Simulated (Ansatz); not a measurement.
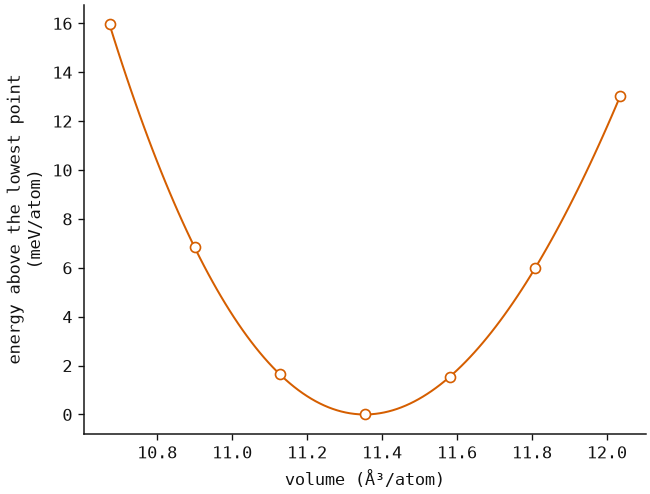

Plotted: energy above the lowest point against volume for Mg₂O₃, space group Pn-3m (No. 224) (one of a set of cubic test structures, which need not be the stable phase).

Computed with Ansatz 0.2.0 development build: equation of state of a cubic crystal from periodic Kohn-Sham density functional theory without spin, third-order Birch-Murnaghan fit to the free energies; pressure corrected for the finite basis. Level: PBE.

| setting | value |
| --- | --- |
| structure type | cubic X2O3 |
| atoms in cell | 10 |
| space group number | 224 |
| lattice centring | simple cubic |
| k mesh | 23×23×23 |
| occupation method | Fermi–Dirac |
| occupation width | 0.06123 eV |
| wave cutoff | 420 eV |
| datasets | soft-1 PAW |
| density tolerance | 1.1e−07 eV |
| bands | 48 |
| density cutoff ratio | 4 |
| search for lower states | default |

From this curve and the settings, what does the calculation give for the pressure at the same points?

The pressure falls from 7.9 GPa at volume 10.67 Å³/atom to −5.8 GPa at 12.04 Å³/atom, and changes sign near 11.35 Å³/atom.

```tsv
volume (Å³/atom)	pressure (GPa)
10.67	7.9
10.90	5.0
11.13	2.4
11.35	0.0
11.58	-2.1
11.81	-4.1
12.04	-5.8
```

Note: cubic model structure, not the ambient form.
